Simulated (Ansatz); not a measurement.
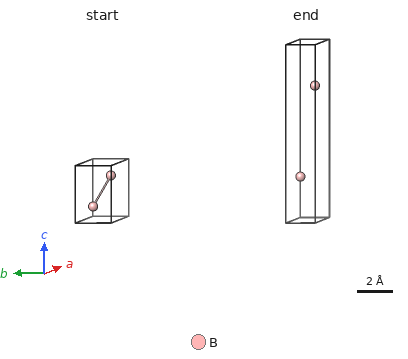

The structure of crystalline B (a generated structure, set up in P6_3/mmc) before (left) and after (right) a relaxation, at one scale.

The picture is a ball-and-stick view of the cell of the calculation, seen from a free direction.

Phase: hcp.

The calculation used DFT, BLYP, plane waves (420 eV) with PAW, scalar-relativistic (Ansatz).

Input
```yaml
crystal:
  lattice:
    - [2.1005919712, 0.0, 0.0]
    - [-1.0502959856, 1.81916601, 0.0]
    - [0.0, 0.0, 3.4302666889]
  atoms:
    - { symbol: B, position: [0.3333333333, 0.6666666667, 0.25] }
    - { symbol: B, position: [0.6666666667, 0.3333333333, 0.75] }
hamiltonian:
  xc: blyp
  pseudopotentials:
    kind: paw
    azcp:
      B: "pseudopotentials/B.paw.azcp"
basis:
  ecutwfc: 420
  fft_grid_basis: typed
kpoints:
  mp_grid: { grid: [17, 17, 9], shift: [0, 0, 0] }
magnetization:
  spin_polarized: false
scf:
  occupations: { method: fermi_dirac, width: 0.1 }
relax:
  max_steps: 60
  f_tol: 0.01
  cell: {}
```

Q: Summarise the run.

A: The relaxation stopped without meeting its thresholds, so the last structure isn't shown to be converged. Over 53 accepted moves (59 points after the start) the energy falls by 1248 meV per atom. All forces vanish by symmetry, so only the cell relaxes. Pressure: −10.53 GPa at the start and 0.05 GPa at the end. The line search rejected the trial step at point 29 of the run. At 5 points the geometry stayed and the basis and grid were re-selected for the new cell (energy shift of 210 meV per atom at most each time). No atom moves by more than 0.005 Å relative to the cell. Cell: a = b 2.101 → 1.717 Å (−18.3 %), c 3.430 → 10.654 Å (+210.6 %). Volume +107.5 %. Some distances before and after: B1–B2 2.101 → 5.419 Å, B1–B1 2.101 → 1.717 Å. The space group stays P6_3/mmc (No. 194).
